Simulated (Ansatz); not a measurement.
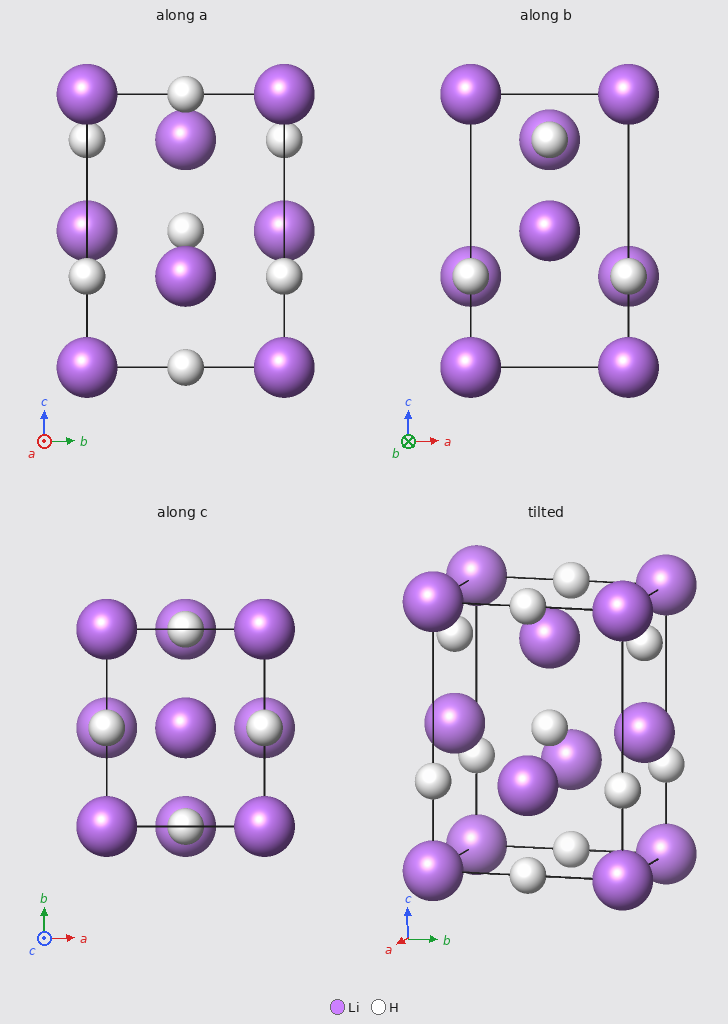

A spheres-only rendering, viewed along the a axis, along the b axis, along the c axis and slightly off an axis. Lines trace the edges of the unit cell.

Lattice parameters: a = 3.2371 Å, b = 4.0457 Å, c = 5.6022 Å, α = 90.000°, β = 89.994°, γ = 90.000°.

Write down what is shown as a CIF in P1 with every atom of the cell.

Answer.
```cif
data_structure
_symmetry_space_group_name_H-M 'P 1'
_symmetry_Int_Tables_number 1
_cell_length_a 3.2371
_cell_length_b 4.0457
_cell_length_c 5.6022
_cell_angle_alpha 90.000
_cell_angle_beta 89.994
_cell_angle_gamma 90.000
_cell_volume 73.37
loop_
_atom_site_label
_atom_site_type_symbol
_atom_site_fract_x
_atom_site_fract_y
_atom_site_fract_z
_atom_site_occupancy
Li1 Li 0.0000 0.0000 0.0000 1
Li2 Li 0.5000 0.5000 0.8335 1
H1 H 0.5000 0.0000 0.8335 1
H2 H 0.0000 0.5000 0.0000 1
Li3 Li 0.5001 0.0000 0.5000 1
Li4 Li 0.0002 0.5000 0.3335 1
H3 H 0.0002 0.0000 0.3335 1
H4 H 0.5001 0.5000 0.5000 1
```

The initial geometry was a structure type filled with these elements by a generator (whether the compound takes this form wasn't checked). Atoms and cell were optimised with Ansatz 0.2.0, DFT, PBEsol, plane waves, PAW.
